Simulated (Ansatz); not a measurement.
Consider Ti (slab).

```yaml
crystal:
  lattice:
    - [3.25179, 0.00000, 0.00000]
    - [0.00000, 3.25179, 0.00000]
    - [0.00000, 0.00000, 24.75537]
  atoms:
    - { symbol: Ti, position: [0.50000, 0.50000, 0.30296] }
    - { symbol: Ti, position: [0.00000, 0.00000, 0.36864] }
    - { symbol: Ti, position: [0.50000, 0.50000, 0.43432] }
    - { symbol: Ti, position: [0.00000, 0.00000, 0.50000] }
    - { symbol: Ti, position: [0.50000, 0.50000, 0.56568] }
    - { symbol: Ti, position: [0.00000, 0.00000, 0.63136] }
    - { symbol: Ti, position: [0.50000, 0.50000, 0.69704] }
```

Not relaxed (largest force 0.5 eV/Å); computed without spin polarisation.

All numbers below come from DFT r2SCAN, scalar-relativistic, plane waves, PAW in Ansatz.

Q: What can the converged valence pseudo-density and electron localisation function tell about the bonding?

A: Ti–Ti (2.82 Å): the density is about 0.19 e/Å³ at the midpoint; the ELF is about 0.15 at the midpoint: no shared electron pair shows on this line.

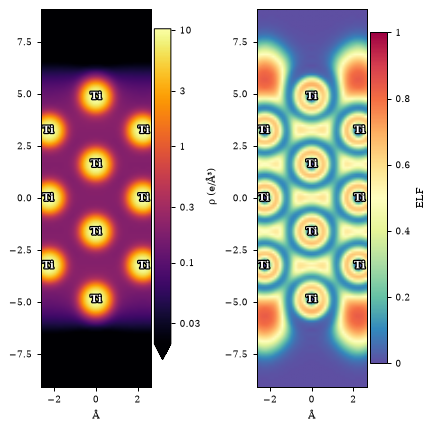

Computed valence pseudo-density and electron localisation function on the (11̄0) plane of the calculation cell, a cut from vacuum to vacuum, in this order. 

In a PAW calculation such maps are meaningful between the atoms, not at the nuclei.
